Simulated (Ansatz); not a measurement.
## A series of single points on P

System: P (4 atoms in the cell).
Method: Kohn-Sham DFT of a periodic cell, PBE, Ansatz PAW, no spin polarisation (Ansatz 0.2.0).

The 6 runs differ only in the geometry, by an even scaling of the cell at fixed fractional positions. The structure derives from a Materials Project entry.

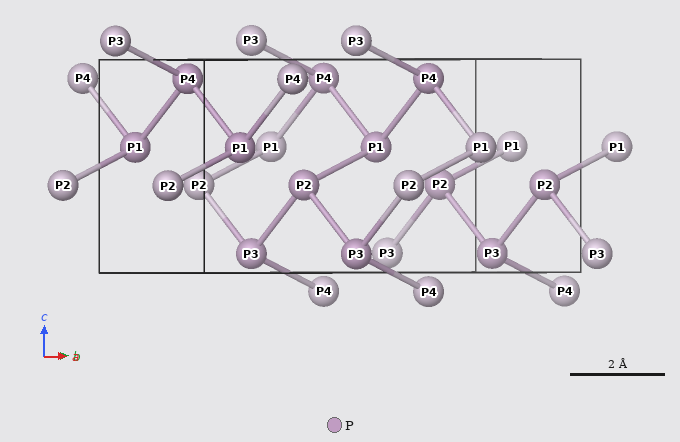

Figure 1. The structure of run 4 (ball-and-stick view of the cell 2 times as large as that of the calculation, set on its symmetry axes, seen at an oblique angle; neighbours outside the cell are drawn fainter; atoms are numbered from 1 in the order of the input).

## Input of run 4
```yaml
crystal:
  lattice:
    - [1.6586556482, -5.5012310827, 0.0]
    - [1.6586556482, 5.5012310827, 0.0]
    - [0.0, 0.0, 4.5737267689]
  atoms:
    - { symbol: P, position: [0.90414313, 0.09585687, 0.58881517] }
    - { symbol: P, position: [0.09585687, 0.90414313, 0.41118483] }
    - { symbol: P, position: [0.59585687, 0.40414313, 0.08881517] }
    - { symbol: P, position: [0.40414313, 0.59585687, 0.91118483] }
hamiltonian:
  xc: pbe
  pseudopotentials: { kind: paw }
kpoints:
  mp_grid: { grid: [8, 8, 6] }
scf:
  occupations: { method: fermi_dirac, width: 0.05 }
output:
  forces: true
  stress: true
  eigenvalues: true
```

Command:
```bash
ansatz run input.yaml --threads 2 --pin off --max-ram 5120MiB --backend cpu --events-out ev --progress --plain --runs-dir out
```

Run 3 differs from it as follows:
```diff
-    - [1.6586556482, -5.5012310827, 0.0]
-    - [1.6586556482, 5.5012310827, 0.0]
-    - [0.0, 0.0, 4.5737267689]
+    - [1.6477431241, -5.4650377251, 0.0]
+    - [1.6477431241, 5.4650377251, 0.0]
+    - [0.0, 0.0, 4.54363559]
```

## Results, with one run withheld

```csv
run,volume per atom (Å³),"free energy per atom, from the lowest run given (meV)",pressure (GPa),gap on the mesh (eV)
1,19.639,21.98,5.47,0.04
2,20.049,10.38,3.65,0.06
3,20.458,?,?,?
4,20.867,0.00,0.53,0.13
5,21.276,0.39,−0.81,0.17
6,21.685,4.01,−2.01,0.21
```

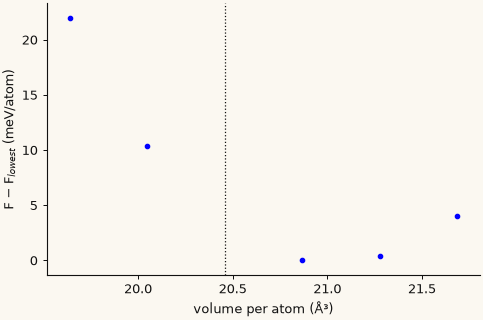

Figure 2. Free energy per atom of the runs given; the dotted line marks run 3.

What should run 3 give?

A cubic polynomial in V^(−2/3) (the Birch–Murnaghan form), fitted to the 5 runs given, misses them by under 0.01 meV per atom. With x = V^(−2/3) − 0.13273 Å⁻², it reads F = 1.0021 + 1730.2 x + 5.964e+05 x² + 4.4388e+05 x³ (meV per atom). At run 3 it gives 3.21 meV per atom, and the run itself gives 3.20. The slope of the fit gives a pressure −dF/dV of 2.01 GPa there, and the run prints 2.00 GPa. The fit has its minimum at 21.024 Å³ per atom, where V d²F/dV² gives 69.4 GPa. Cell shape and fractional positions are held, so this is the stiffness under even scaling; the relaxed bulk modulus wasn't computed. The gap on the mesh goes, without turning, from 0.04 eV in run 1 to 0.21 eV in run 6; run 3 has 0.10 eV. These are gaps of this functional on this mesh, which can miss the band edges; they aren't the measured gap.

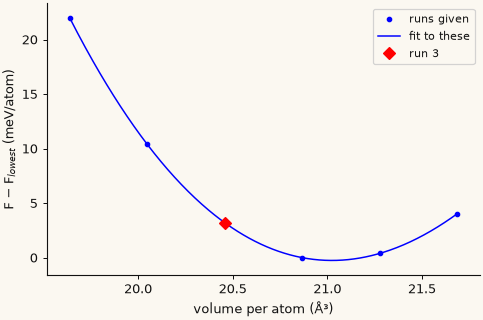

Figure 3. The fit and the withheld run.

## Output, shortened to warnings, some set-up lines, iterations and results (run 3)
```
Basis set: ecut = 420 eV, 1649 PW (Γ), exchange–correlation on 80×80×64 points (8 copies of the dense FFT grid, shifted against one another)
Symmetry: 8 space group operations
k-points: 84 of 384
Initial density: superposition of atomic densities (neutral atoms: chi_scale 0, normalization atom), corrected by the library's trained network
[...]
SCF iter   1: F=—  HF=-3022.675496 eV  |F-HF|=—  |Δ(HF+E_count)|=         —  Δρ=1.99e-3  dr2=2.51e-3  ethr=1.77e-3  ⟨swp⟩=7.5  Hψ=8667  notcnv=0
SCF iter   2: F=—  HF=-3022.674828 eV  |F-HF|=—  |Δ(HF+E_count)|=   6.68e-4  Δρ=1.06e-3  dr2=5.77e-4  ethr=1.26e-5  ⟨swp⟩=3.0  Hψ=3015  notcnv=0
SCF iter   3: F=—  HF=-3022.674943 eV  |F-HF|=—  |Δ(HF+E_count)|=   1.15e-4  Δρ=2.48e-4  dr2=4.88e-5  ethr=2.88e-6  ⟨swp⟩=2.7  Hψ=1979  notcnv=0
SCF iter   4: F=—  HF=-3022.674959 eV  |F-HF|=—  |Δ(HF+E_count)|=   1.55e-5  Δρ=6.58e-5  dr2=7.07e-6  ethr=2.44e-7  ⟨swp⟩=2.6  Hψ=1977  notcnv=0
SCF iter   5: F=—  HF=-3022.674959 eV  |F-HF|=—  |Δ(HF+E_count)|=   9.28e-8  Δρ=1.33e-5  dr2=3.00e-7  ethr=3.53e-8  ⟨swp⟩=2.2  Hψ=1862  notcnv=0
SCF iter   6: F=-3022.674959 eV  HF=-3022.674959 eV  |F-HF|=1.74e-9  |Δ(HF+E_count)|=   4.60e-8  Δρ=3.17e-6  dr2=1.85e-8  ethr=5.00e-10  ⟨swp⟩=8.2  Hψ=6825  notcnv=0
SCF 1 converged in 6 iterations: F = -3022.674959 eV  dr2 = 1.85e-8
SCF converged after 6 iterations
Free energy (F): -3022.674959 eV
Harris-Foulkes:  -3022.674959 eV  (|F-HF|=1.74e-9)
Internal energy: -3022.674523 eV  (E = F + TS)
E sigma→0 (E₀):  -3022.674741 eV
Entropy (-TS):   -0.000436 eV (-0.109 meV/atom)
Fermi energy:    6.918488 eV
--- Per-component energies (eV) ---
  E_band       = 0.158668
  E_kinetic    = 280.649283
  E_local      = -342.544699  (includes V_loc(G=0)·N_el)
  E_nonlocal   = 135.754946
  E_hartree    = 99.244180
  E_xc         = -245.228753
  E_vxc        = -242.045941  (∫ρ·V_xc dr)
  E_paw        = -2277.361597  (= ΣΔE_a)
  E_vpaw       = -30.145120  (= ΣTr[D̂ρ^β])
  E_aug_tail   = 0.000013  (compensation charges beyond the density's cutoff)
  E_ewald      = -673.187896
  E_smearing   = -0.000436  (= −TS)
  E_closure    = 0.000000  (closes the sum)
  Σ components = -3022.674959   (vs F -3022.674959, Δ=0.00e0)
--- Forces (eV/Å), atoms counted from 1 ---
  atom   1  P      0.00000000     0.17029549    -0.29178267
  atom   2  P     -0.00000000    -0.17029549     0.29178267
  atom   3  P      0.00000000    -0.17029549    -0.29178267
  atom   4  P     -0.00000000     0.17029549     0.29178267
  max |Σ_I F_I| component: 2.78e-17 eV/Å
--- Stress (GPa, compression-positive) ---
        1.832799      -0.000000      -0.000000
       -0.000000       1.976772      -0.000000
       -0.000000      -0.000000       2.204779
  P = ⅓ Tr σ = 2.0048 GPa (20.048 kbar)
```
